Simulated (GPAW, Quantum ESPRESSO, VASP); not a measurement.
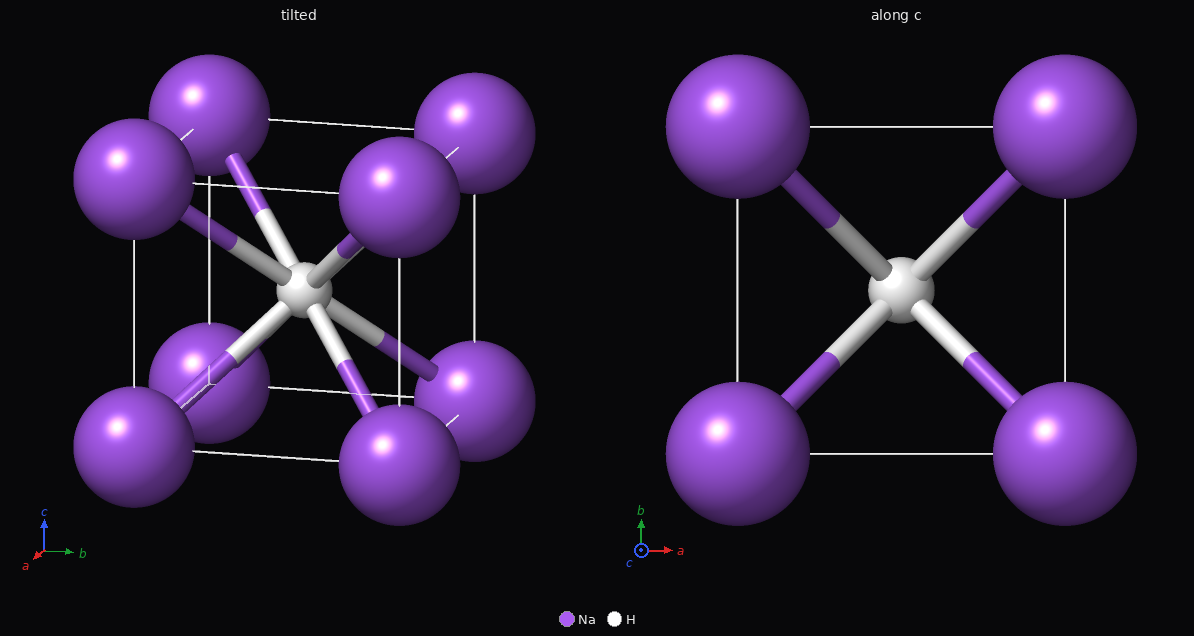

NaH, caesium chloride (CsCl, B2) type, space group Pm-3m (No. 221), a = 2.955 Å, b = 2.955 Å, c = 2.955 Å, α = 90.00°, β = 90.00°, γ = 90.00°. A ball-and-stick picture of a crystal structure, seen slightly off an axis and along the c axis. The conventional unit cell is drawn as a box. The cell is a structure listed in the Materials Project. It needn't be the stable form of this composition.

One fixed geometry in three programs or potential sets. Alike in all runs: functional PBE; k mesh 9 × 9 × 9 on the run's cell of 2 atoms; occupations fermi-dirac, width 0.05 eV; no spin polarisation; no spin-orbit coupling.

| program | gap (eV) | pressure (GPa) |
| --- | --- | --- |
| Quantum ESPRESSO (SSSP 1.3 efficiency) | 1.49 | 0.3 |
| GPAW (PAW data 1.2.1) | ? | ? |
| VASP (PBE potentials, release 64 Na_pv, H) | 1.50 | 0.2 |

Estimate the row of GPAW (PAW data 1.2.1).

Answer. A gap of 1.51 eV and a pressure of 0.2 GPa. The other rows span 1.49 to 1.50 eV and 0.2 to 0.3 GPa.

Is this cell larger or smaller than the equilibrium cell of this functional?

Answer. Smaller: all pressures given are positive (0.2 to 0.3 GPa), so its volume would grow, if only a little in a stiff crystal.

Gaps are the least found on the k-mesh; a mesh with odd divisions misses some points on the zone boundary, so where the band edges lie there the true gap is smaller. Plane-wave pressures hold the error of each finite cutoff.
